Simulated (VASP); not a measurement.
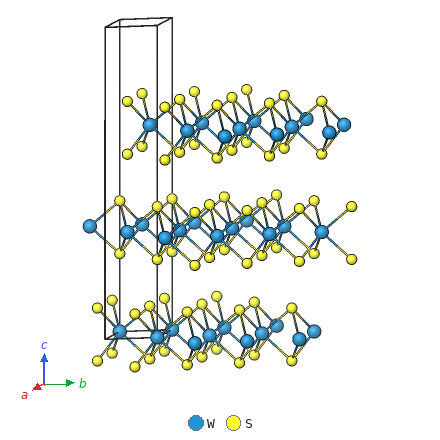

System WS₂ (space group R3m, No. 160); source of the atomic positions: an entry of the Crystallography Open Database, as set up for an electronic-structure calculation.

Bonds are taken as S–W below 2.7 Å; no other contact counts. Atoms with one bond or none are removed and atoms with two bonds are replaced by edges, until no such atom is left.

**What kind of net remains, and which atoms are its nodes?**

A binodal (3,6)-connected, two-periodic (layers) net: S is a 3-connected node; W is a 6-connected node, in the ratio 2:1.

**Name the underlying net.**

It is the net of the trigonal-prismatic layers of 2H-MoS2.

**How do the layers lie?**

The layers lie parallel to (001).

**Give the first five terms of the coordination sequence (nodes one, two, three … edges away).**

S: 3, 13, 9, 24, 15; W: 6, 6, 18, 12, 30.
